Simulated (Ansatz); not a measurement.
K

```yaml
crystal:
  lattice:
    - [10.35171, 0.00000, 0.00000]
    - [0.00000, 10.35171, 0.00000]
    - [0.00000, 0.00000, 10.35171]
  atoms:
    - { symbol: K, position: [0.75000, 0.25000, 0.25000] }
    - { symbol: K, position: [0.25000, 0.75000, 0.25000] }
    - { symbol: K, position: [0.25000, 0.25000, 0.75000] }
    - { symbol: K, position: [0.75000, 0.75000, 0.75000] }
    - { symbol: K, position: [0.50000, 0.00000, 0.00000] }
    - { symbol: K, position: [0.00000, 0.50000, 0.00000] }
    - { symbol: K, position: [0.00000, 0.00000, 0.50000] }
    - { symbol: K, position: [0.50000, 0.50000, 0.50000] }
```

Space group Fd-3m; set up as K, diamond; a generated structure, not necessarily the stable one; changed on purpose from its base cell (volume × 1.12).

All numbers below come from DFT, RPBE, plane waves (420 eV) with PAW, scalar-relativistic in Ansatz.

Question: What will maps of the valence pseudo-density and electron localisation function show?

Answer: K–K (4.48 Å): the density is about 0.02 e/Å³ at the midpoint; the ELF is about 0.30 at the midpoint (no localised pair shows between them).

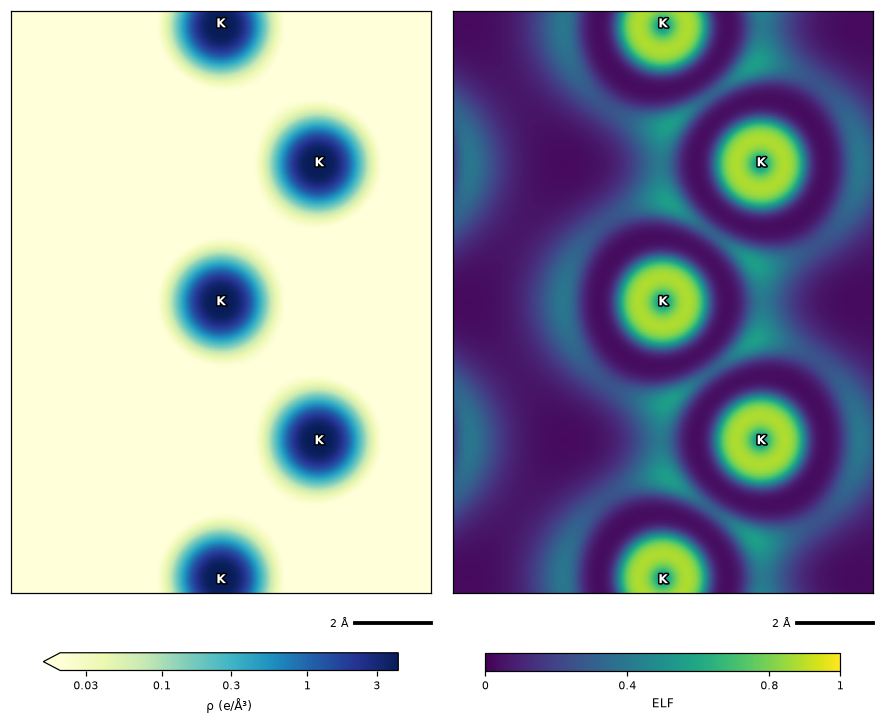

Computed valence pseudo-density and electron localisation function on the (110) plane of the conventional cell, in this order. 

The density is the valence pseudo-density of a PAW calculation; it isn't the true density close to the nuclei.
